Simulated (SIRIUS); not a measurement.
# HfO₂: 7 runs along one coordinate

System: HfO₂ (Fm-3m, 3 atoms in the cell).
Method: Kohn-Sham DFT of a periodic cell, PBEsol, dojo-sr-pbesol-0.4.1-standard, no spin polarisation (SIRIUS 7.10.0).

The 7 runs differ only in the geometry, by an even scaling of the cell at fixed fractional positions. The structure derives from an entry of the Crystallography Open Database.

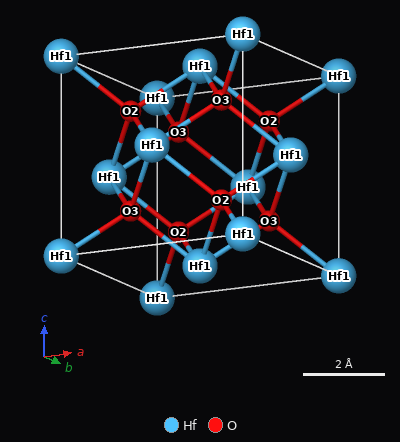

Figure 1. The structure of run 4 (ball-and-stick view of the cell 4 times as large as that of the calculation, set on its symmetry axes, seen at an oblique angle; atoms are numbered from 1 in the order of the input). An atom can appear more than once, as a periodic image.

## Input of run 4
```
{
  "control": {
    "processing_unit": "cpu",
    "verbosity": 2,
    "num_bands_to_print": 20,
    "print_forces": true,
    "print_stress": true
  },
  "parameters": {
    "electronic_structure_method": "pseudopotential",
    "xc_functionals": ["XC_GGA_X_PBE_SOL", "XC_GGA_C_PBE_SOL"],
    "gk_cutoff": 9.2,
    "pw_cutoff": 18.4,
    "ngridk": [9, 9, 9],
    "shiftk": [0, 0, 0],
    "smearing": "fermi_dirac",
    "smearing_width": 0.0018374661,
    "num_bands": 20,
    "num_mag_dims": 0,
    "num_dft_iter": 100,
    "energy_tol": 1e-08,
    "density_tol": 1e-06
  },
  "iterative_solver": {
    "type": "davidson",
    "min_tolerance": 1e-09,
    "tolerance_scale": [0.1, 0.25]
  },
  "mixer": {
    "type": "anderson",
    "beta": 0.7,
    "max_history": 8
  },
  "settings": {
    "tol_ne": 1e-10,
    "pseudo_grid_cutoff": 6.5
  },
  "unit_cell": {
    "lattice_vectors": [
      [0.0, 0.707106781187, 0.707106781187],
      [0.707106781187, 0.0, 0.707106781187],
      [0.707106781187, 0.707106781187, 0.0]
    ],
    "lattice_vectors_scale": 6.8348581746,
    "atom_coordinate_units": "lattice",
    "atom_types": ["Hf", "O"],
    "atom_files": {
      "O": "O.json",
      "Hf": "Hf.json"
    },
    "atoms": {
      "Hf": [
        [0.0, 0.0, 0.0]
      ],
      "O": [
        [0.75, 0.75, 0.75],
        [0.25, 0.25, 0.25]
      ]
    }
  }
}
```

Command:
```bash
upf_to_json O.upf
upf_to_json Hf.upf
OMP_NUM_THREADS=1 sirius.scf --input=sirius.json --output=out.json --task=0
```

Lattice vectors (Å) and fractional positions of run 4:
```
   0.000000    2.557500    2.557500
   2.557500    0.000000    2.557500
   2.557500    2.557500    0.000000
Hf  0.000000  0.000000  0.000000
O   0.750000  0.750000  0.750000
O   0.250000  0.250000  0.250000
```

Run 2 has the same physical settings and fractional positions; its lattice vectors (Å) are:
```
   0.000000    2.522935    2.522935
   2.522935    0.000000    2.522935
   2.522935    2.522935    0.000000
```

## Results, with one run withheld

| run | volume per atom (Å³) | free energy per atom, from the lowest run given (meV) | pressure (GPa) | gap on the mesh (eV) |
| --- | --- | --- | --- | --- |
| 1 | 10.483 | 0.00 | 1.82 | 3.92 |
| 2 | 10.706 | ? | ? | ? |
| 3 | 10.929 | 10.03 | −8.72 | 3.81 |
| 4 | 11.152 | 25.26 | −13.16 | 3.75 |
| 5 | 11.375 | 46.36 | −17.15 | 3.70 |
| 6 | 11.598 | 72.72 | −20.72 | 3.64 |
| 7 | 11.821 | 103.76 | −23.90 | 3.59 |

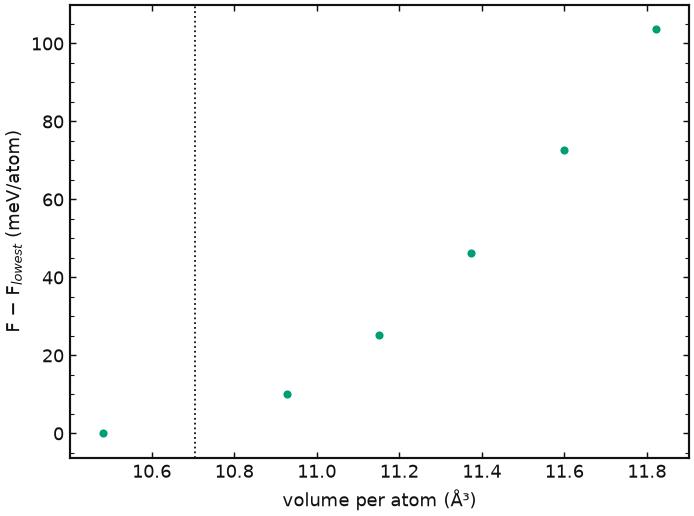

Figure 2. Free energy per atom of the runs given; the dotted line marks run 2.

Fit the runs given and predict run 2.

A cubic polynomial in V^(−2/3) (the Birch–Murnaghan form), fitted to the 6 runs given, misses them by under 0.01 meV per atom. With x = V^(−2/3) − 0.19963 Å⁻², it reads F = 30.34 − 7485.8 x + 4.5284e+05 x² + 3.2323e+05 x³ (meV per atom). At run 2 it gives 1.35 meV per atom, and the run itself gives 1.35. The slope of the fit gives a pressure −dF/dV of −3.70 GPa there, and the run prints −3.74 GPa. The fit has its minimum at 10.555 Å³ per atom, where V d²F/dV² gives 269 GPa: the bulk modulus at this level, since symmetry fixes the shape and the positions. The gap on the mesh goes, without turning, from 3.92 eV in run 1 to 3.59 eV in run 7; run 2 has 3.86 eV. These are gaps of this functional on this mesh, which can miss the band edges; they aren't the measured gap.

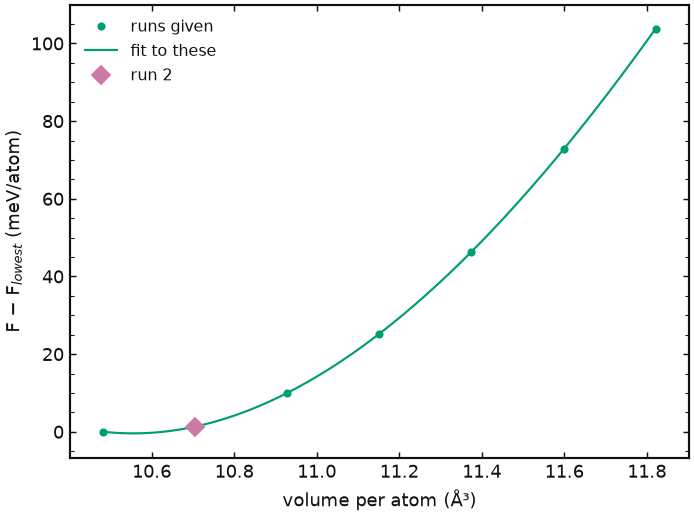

Figure 3. The fit and the withheld run.

## Some lines of the output (run 2)
```
[...]
[find] Total energy                   :     -89.57972623 (Ha),    -179.15945246 (Ry)
[find] Free energy (E-TS)             :     -89.57972623 (Ha),    -179.15945246 (Ry)
[find] band gap (eV)                  :       3.86240588
[find] Efermi                         :       0.51141388
[find] Total energy                   :     -89.57972623 (Ha),    -179.15945247 (Ry)
[find] Free energy (E-TS)             :     -89.57972623 (Ha),    -179.15945247 (Ry)
[find] band gap (eV)                  :       3.86246115
[find] Efermi                         :       0.51141421
[find] band gap (eV)                  :       3.86223072
[find] Efermi                         :       0.51141757
[find] Total energy                   :     -89.57972624 (Ha),    -179.15945247 (Ry)
[find] Free energy (E-TS)             :     -89.57972624 (Ha),    -179.15945247 (Ry)
[find] band gap (eV)                  :       3.86233790
[find] Efermi                         :       0.51141581
```

Notes: Spin–orbit coupling is left out, which matters for Hf.
